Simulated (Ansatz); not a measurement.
**MgGa15O24 (cell charge −1, with a compensating background) (cell with a defect): density, localisation and related maps**

```
CELL_PARAMETERS angstrom
4.75827 -1.52366 5.64779
6.13871 4.57098 0.00364
-1.38044 6.09464 5.64415
ATOMIC_POSITIONS crystal
Mg 0.84814 0.83391 0.83676
Ga 0.09805 0.58512 0.58877
Ga 0.60099 0.08216 0.08548
Ga 0.34843 0.33602 0.33508
Ga 0.90125 0.41562 0.41406
Ga 0.15199 0.16693 0.16283
Ga 0.65331 0.66681 0.66446
Ga 0.40339 0.91489 0.91300
Ga 0.03166 0.78629 0.17034
Ga 0.28426 0.53460 0.91813
Ga 0.78450 0.03274 0.42014
Ga 0.53327 0.28408 0.67160
Ga 0.71527 0.46796 0.07724
Ga 0.96785 0.21508 0.82885
Ga 0.46598 0.71595 0.32996
Ga 0.21589 0.96755 0.58006
O 0.00489 0.01075 0.74267
O 0.25086 0.75881 0.49453
O 0.75206 0.25745 0.99416
O 0.50070 0.50849 0.24393
O 0.74946 0.24100 0.50631
O 0.00193 0.99304 0.25672
O 0.50172 0.49310 0.75444
O 0.24814 0.74263 0.00558
O 0.08990 0.56457 0.34756
O 0.33895 0.31635 0.09892
O 0.84074 0.81090 0.59165
O 0.58005 0.07097 0.85210
O 0.65291 0.68340 0.90128
O 0.91197 0.43411 0.65026
O 0.40956 0.93546 0.15347
O 0.16170 0.18623 0.39992
O 0.43109 0.90474 0.67803
O 0.67760 0.64850 0.43265
O 0.17865 0.14947 0.93313
O 0.92728 0.40131 0.18170
O 0.32229 0.34933 0.56680
O 0.57064 0.10092 0.31847
O 0.07693 0.58580 0.81903
O 0.81575 0.84695 0.07993
```

The calculation used Ansatz 0.2.0, DFT PBEsol, scalar-relativistic, plane waves, PAW.

Core electrons are frozen (PAW), and the valence fields are smoothed inside the atomic spheres.

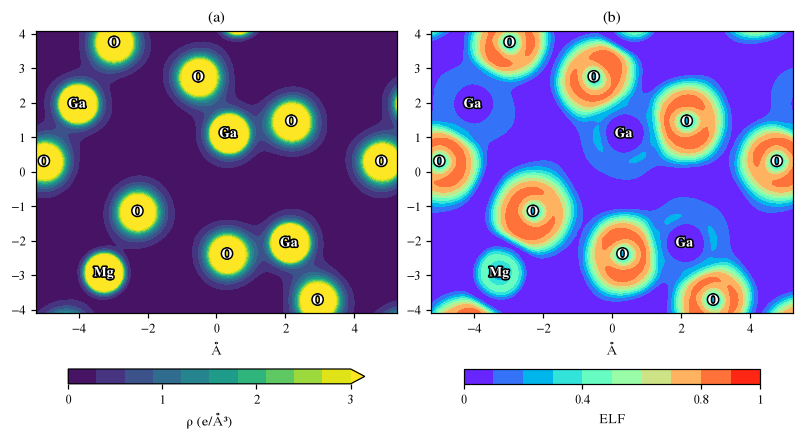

Figure 1. (a) valence charge density (pseudo); (b) electron localisation function on the (111) plane of the calculation cell.

Q: Describe what can be read from this map.

A: The section cuts through Mg, Ga and O sites. Ga–O (1.85 Å): the density is about 0.83 e/Å³ at the midpoint; the ELF peaks at about 0.80 in the valence shell of O, 0.6 Å from its nucleus, and is about 0.40 at the midpoint. Ga–O (1.95 Å): ρ at the midpoint is about 0.65 e/Å³; the ELF peaks at about 0.85 in the valence shell of O, 0.6 Å from its nucleus, and is about 0.35 at the midpoint. Between the atoms the lowest density in this plane is 0.02 e/Å³.

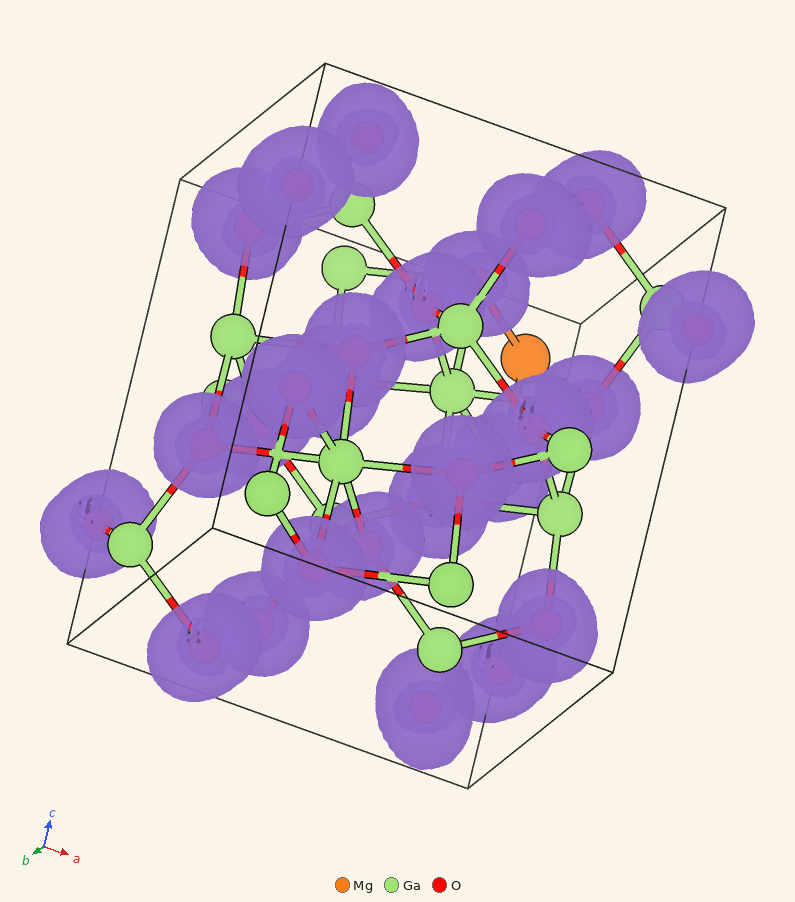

Figure 2. Isosurface of the ELF at 0.75 (purple), seen at an oblique angle. Only the valence region is drawn (cores and ρ < 0.01 e/Å³ removed). Sticks mark near contacts.

Q: What do the ELF domains correspond to?

A: The surface consists of 24 regions wrapped around O (the valence shell of each), counted in one cell of 40 atoms. Any copies at cell faces, edges or corners count once. Along the contacts the grid gives the following. Ga–O (1.81 Å): the ELF peaks at about 0.80 in the valence shell of O, 0.6 Å from its nucleus, and is about 0.40 at the midpoint. Mg–O (1.99 Å): the ELF peaks at about 0.85 in the valence shell of O, 0.7 Å from its nucleus, and is about 0.35 at the midpoint: an ionic contact with no shared pair.

Q: Does the calculation make it a metal, or give it a gap?

A: It is gapped, with a Kohn–Sham gap of 3.2 eV on the k-point mesh (the band edges may lie off the mesh, which would make the gap smaller).
